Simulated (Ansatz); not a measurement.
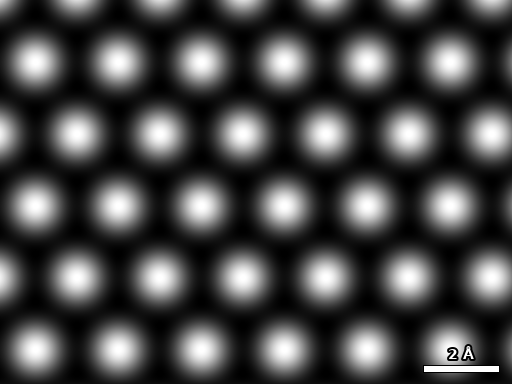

Z-contrast image of Ta (Pm-3m, No. 221). The image is simulated as a sum over atoms of Z^1.7, blurred by a 1.17 Å probe (no channelling). The probe carries 25 % of its weight in a tail 2.5 times as wide. Structure used: coordinates from a relaxation with DFT, BLYP, plane waves (420 eV) with PAW, scalar-relativistic in Ansatz; the starting structure was generated, so it need not be a known form of this composition.

```cif
data_structure
_symmetry_space_group_name_H-M 'Pm-3m'
_symmetry_Int_Tables_number 221
_cell_length_a 2.7782
_cell_length_b 2.7782
_cell_length_c 2.7782
_cell_angle_alpha 90.000
_cell_angle_beta 90.000
_cell_angle_gamma 90.000
_cell_volume 21.44
loop_
_atom_site_label
_atom_site_type_symbol
_atom_site_symmetry_multiplicity
_atom_site_Wyckoff_symbol
_atom_site_fract_x
_atom_site_fract_y
_atom_site_fract_z
_atom_site_occupancy
Ta1 Ta 1 a 0.00000 0.00000 0.00000 1
```

> Which beam direction gives this image, [110], [210], [221] or [111]? (Directions equivalent by symmetry count as one.)

[111]. The projected cells are 1.96 × 2.78 Å, 90° for [110]; 1.24 × 2.78 Å, 90° for [210]; 1.31 × 2.07 Å, 108° for [221]; 2.27 × 2.27 Å, 120° for [111], and the image repeats as the [111] one does.
